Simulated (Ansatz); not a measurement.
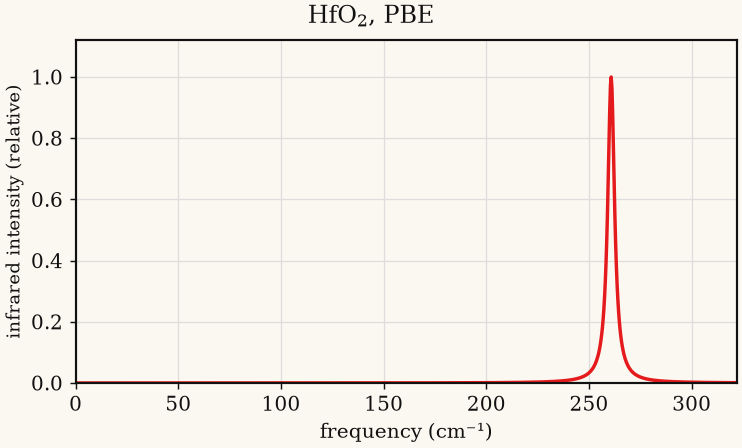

The plot gives the computed infrared spectrum of the zone-centre phonons for HfO₂, space group Fm-3m (No. 225). Lines are broadened by Lorentzians of 4 cm⁻¹ full width; the spectrum is scaled to its strongest line. These are zero-field (TO) frequencies; inactive modes don't show.

Structure:
```cif
data_structure
_symmetry_space_group_name_H-M 'P 1'
_symmetry_Int_Tables_number 1
_cell_length_a 3.5515
_cell_length_b 3.5515
_cell_length_c 3.5515
_cell_angle_alpha 60.000
_cell_angle_beta 60.000
_cell_angle_gamma 60.000
_cell_volume 31.68
loop_
_atom_site_label
_atom_site_type_symbol
_atom_site_fract_x
_atom_site_fract_y
_atom_site_fract_z
_atom_site_occupancy
Hf1 Hf 0.00000 0.00000 0.00000 1
O1 O 0.25000 0.25000 0.25000 1
O2 O 0.75000 0.75000 0.75000 1
```

Computed with Ansatz 0.2.0: infrared-active and silent optical phonons at the zone centre of an insulator with atoms at rest in the given cell, intensity summed over the level, zero macroscopic field, imaginary frequencies are negative, field response on a mesh refined by the program; PAW. Level: PBE, no spin polarisation.

```json
{"setting": "wave cutoff", "value": "420 eV"}
{"setting": "k mesh", "value": "8×8×8"}
{"setting": "occupations", "value": "fixed"}
{"setting": "pressure", "value": "12 GPa"}
```

Q: Which are the strongest infrared lines?

A: The strongest infrared line is at 260.8 cm⁻¹, the only infrared-active level.
